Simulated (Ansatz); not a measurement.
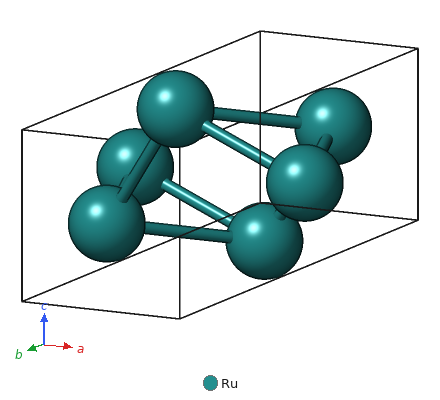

The structure; the drawing may span several cells.

Given this structure, the input geometry of an electronic-structure calculation (not necessarily at equilibrium); the starting structure was generated, so it need not be a known form of this composition, written in its standard cell:

```
Ru
1.0
     2.72865    0.00000    0.00000
     0.00000    8.00449    0.00000
     0.00000    0.00000    2.70591
Ru
4
Direct
  0.50000 0.85565 0.75000
  0.00000 0.64435 0.25000
  0.00000 0.35565 0.75000
  0.50000 0.14435 0.25000
```

### Predict the [101] zone-axis pattern (200 kV, kinematic, B = 0.3 Å²).

The spots form a centred rectangular net whose two shortest vectors correspond to d = 4.00 Å and 1.87 Å, 76.5° apart. They are 0 2 0 and 1 1 -1. The pattern has symmetry 2mm. The lattice centring (C) removes all reflections that break h + k = 2n; reflections such as 1 -7 -1, 1 7 -1 are allowed but too weak to see at this display level.

Strongest reflections with d > 0.80 Å, one of each family (|F|² from tabulated Gaussian fits of the electron scattering factors, times a small damping for the curvature of the Ewald sphere):

```csv
hkl,d (Å),I (strongest = 100)
0 4 0,2.001,100
1 1 -1,1.868,70
1 5 -1,1.230,42
0 6 0,1.334,24
2 0 -2,0.961,21
0 2 0,4.002,19
```

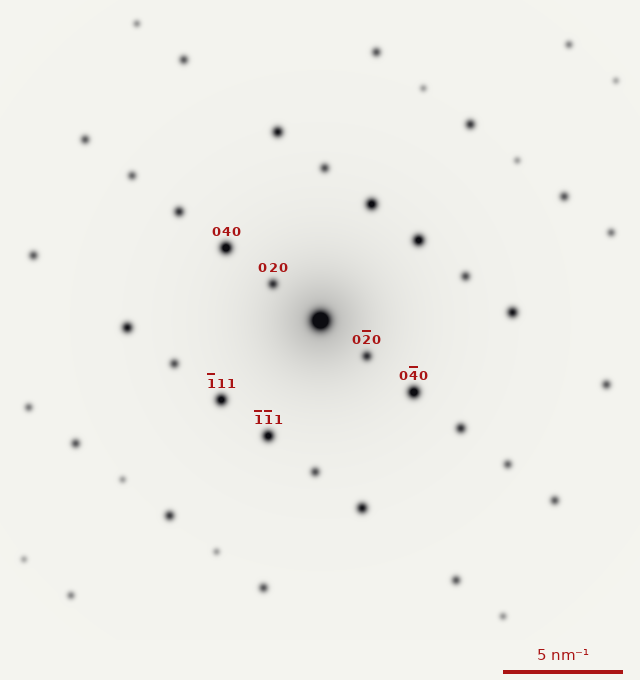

Calculated pattern, seen from the source side with [101] pointing towards the source.
